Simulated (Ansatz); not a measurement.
# Energy of BeTe along an even scaling of the cell

System: BeTe (2 atoms in the cell).
Method: Kohn-Sham DFT of a periodic cell, PBE, PseudoDojo standard, no spin polarisation (Ansatz 0.2.0).

The 7 runs differ only in the geometry, by an even scaling of the cell at fixed fractional positions. The structure derives from an entry of the Crystallography Open Database.

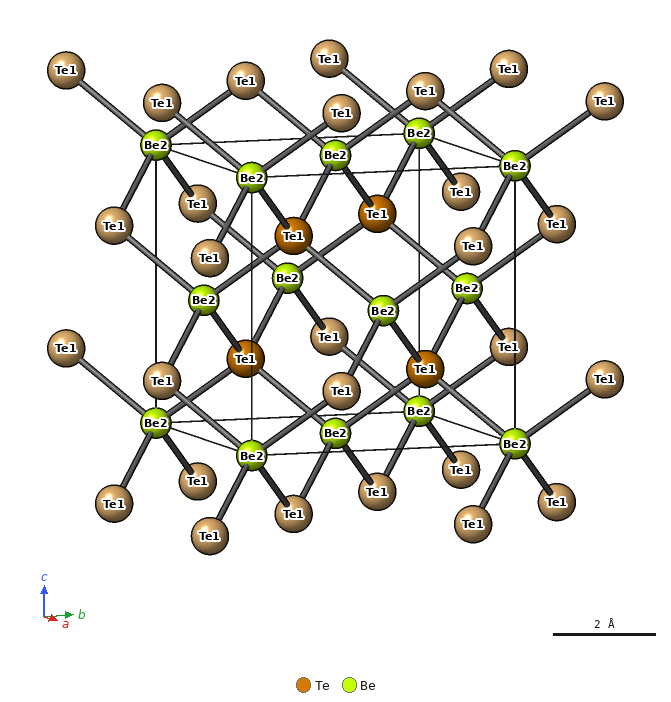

Figure 1. The structure of run 4 (ball-and-stick view of the cell 4 times as large as that of the calculation, set on its symmetry axes, seen slightly off an axis; neighbours outside the cell are drawn fainter; atoms are numbered from 1 in the order of the input).

### Input of run 4
```yaml
crystal:
  lattice:
    - [0.0, 2.77, 2.77]
    - [2.77, 0.0, 2.77]
    - [2.77, 2.77, 0.0]
  atoms:
    - { symbol: Te, position: [0.75, 0.75, 0.75] }
    - { symbol: Be, position: [0.0, 0.0, 0.0] }
hamiltonian:
  xc: pbe
  pseudopotentials: { kind: nc, accuracy: standard }
kpoints:
  mp_grid: { grid: [8, 8, 8] }
scf:
  occupations: { method: fermi_dirac, width: 0.05 }
output:
  forces: true
  stress: true
  eigenvalues: true
```

Command:
```bash
ansatz run input.yaml --threads 2 --pin off --max-ram 5120MiB --backend cpu --events-out ev --progress --plain --runs-dir out
```

Lattice vectors (Å) and fractional positions of run 4:
```
   0.000000    2.770000    2.770000
   2.770000    0.000000    2.770000
   2.770000    2.770000    0.000000
Te  0.750000  0.750000  0.750000
Be  0.000000  0.000000  0.000000
```

Run 2 differs from it as follows:
```diff
-    - [0.0, 2.77, 2.77]
-    - [2.77, 0.0, 2.77]
-    - [2.77, 2.77, 0.0]
+    - [0.0, 2.7325629784, 2.7325629784]
+    - [2.7325629784, 0.0, 2.7325629784]
+    - [2.7325629784, 2.7325629784, 0.0]
```

### Results, with one run withheld

```csv
run,volume per atom (Å³),"free energy per atom, from the lowest run given (meV)",pressure (GPa),gap on the mesh (eV)
1,19.979,72.86,9.47,1.69
2,20.404,?,?,?
3,20.829,32.35,5.91,1.81
4,21.254,18.75,4.37,1.86
5,21.679,9.05,2.96,1.92
6,22.104,2.91,1.69,1.96
7,22.529,0.00,0.53,2.01
```

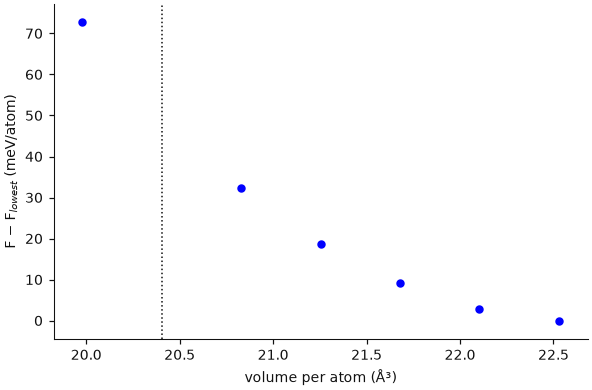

Figure 2. Free energy per atom of the runs given; the dotted line marks run 2.

Fit the runs given and predict run 2.

A cubic polynomial in V^(−2/3) (the Birch–Murnaghan form), fitted to the 6 runs given, misses them by under 0.01 meV per atom. With x = V^(−2/3) − 0.12986 Å⁻², it reads F = 15.752 + 6123.9 x + 5.8235e+05 x² − 1.1141e+05 x³ (meV per atom). At run 2 it gives 50.24 meV per atom, and the run itself gives 50.24. The slope of the fit gives a pressure −dF/dV of 7.61 GPa there, and the run prints 7.61 GPa. The fit has no minimum inside this range. The gap on the mesh goes, without turning, from 1.69 eV in run 1 to 2.01 eV in run 7; run 2 has 1.75 eV. These are gaps of this functional on this mesh, which can miss the band edges; they aren't the measured gap.

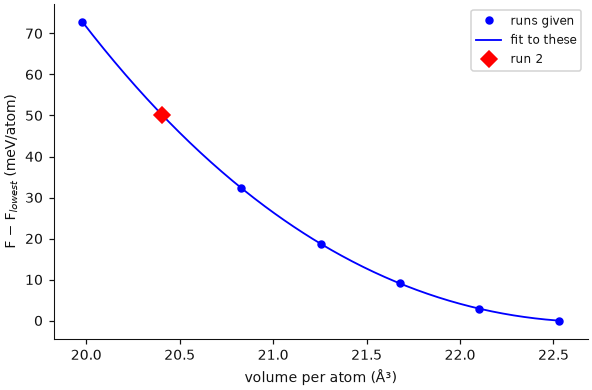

Figure 3. The fit and the withheld run.

### Output, shortened to warnings, some set-up lines, iterations and results (run 2)
```
Basis set: ecut = 1197.300995 eV, 3839 PW (Γ), exchange–correlation on 90×90×90 points (8 copies of the dense FFT grid, shifted against one another)
Symmetry: 24 space group operations
k-points: 29 of 512 (time reversal used)
Initial density: superposition of atomic densities (chi_scale 0.1, normalization cell, long waves kept (reshape's long-wave potential 0.00 eV rms))
[...]
SCF iter   1: F=—  HF=-3232.036023 eV  |F-HF|=—  |Δ(HF+E_count)|=         —  Δρ=4.05e-2  dr2=9.74e-1  ethr=3.10e-3  ⟨swp⟩=6.1  Hψ=2694  notcnv=0
SCF iter   2: F=—  HF=-3231.728024 eV  |F-HF|=—  |Δ(HF+E_count)|=   3.08e-1  Δρ=1.36e-2  dr2=6.28e-2  ethr=3.10e-3  ⟨swp⟩=3.0  Hψ=890  notcnv=0
SCF iter   3: F=—  HF=-3231.722275 eV  |F-HF|=—  |Δ(HF+E_count)|=   5.75e-3  Δρ=4.93e-3  dr2=5.34e-3  ethr=3.14e-4  ⟨swp⟩=2.4  Hψ=611  notcnv=0
SCF iter   4: F=—  HF=-3231.723415 eV  |F-HF|=—  |Δ(HF+E_count)|=   1.14e-3  Δρ=9.31e-4  dr2=1.39e-4  ethr=2.67e-5  ⟨swp⟩=2.3  Hψ=505  notcnv=0
SCF iter   5: F=—  HF=-3231.723510 eV  |F-HF|=—  |Δ(HF+E_count)|=   9.44e-5  Δρ=9.12e-5  dr2=1.14e-6  ethr=6.97e-7  ⟨swp⟩=2.3  Hψ=559  notcnv=0
SCF iter   6: F=—  HF=-3231.723570 eV  |F-HF|=—  |Δ(HF+E_count)|=   6.03e-5  Δρ=9.97e-6  dr2=2.85e-8  ethr=5.00e-10  ⟨swp⟩=8.1  Hψ=2291  notcnv=0
SCF iter   7: F=-3231.723570 eV  HF=-3231.723570 eV  |F-HF|=6.38e-10  |Δ(HF+E_count)|=   2.34e-9  Δρ=1.66e-6  dr2=6.31e-10  ethr=1.42e-10  ⟨swp⟩=2.5  Hψ=1465  notcnv=0
SCF 1 converged in 7 iterations: F = -3231.723570 eV  dr2 = 6.31e-10
SCF converged after 7 iterations
Free energy (F): -3231.723570 eV
Harris-Foulkes:  -3231.723570 eV  (|F-HF|=6.38e-10)
Internal energy: -3231.723570 eV  (E = F + TS)
E sigma→0 (E₀):  -3231.723570 eV
Fermi energy:    9.918180 eV
--- Per-component energies (eV) ---
  E_band       = -426.493065
  E_kinetic    = 1786.585199
  E_local      = -2250.540806  (includes V_loc(G=0)·N_el)
  E_nonlocal   = -1042.009199
  E_hartree    = 788.138669
  E_xc         = -735.746499
  E_vxc        = -496.804977  (∫ρ·V_xc dr)
  E_ewald      = -1778.150933
  E_smearing   = -0.000000  (= −TS)
  E_closure    = 0.000000  (closes the sum)
  Σ components = -3231.723570   (vs F -3231.723570, Δ=0.00e0)
--- Forces (eV/Å), atoms counted from 1 ---
  atom   1  Te     0.00000000     0.00000000     0.00000000
  atom   2  Be    -0.00000000     0.00000000    -0.00000000
  max |Σ_I F_I| component: 1.20e-16 eV/Å
--- Stress (GPa, compression-positive) ---
        7.605588       0.000000      -0.000000
       -0.000000       7.605588       0.000000
        0.000000       0.000000       7.605588
  P = ⅓ Tr σ = 7.6056 GPa (76.056 kbar)
```
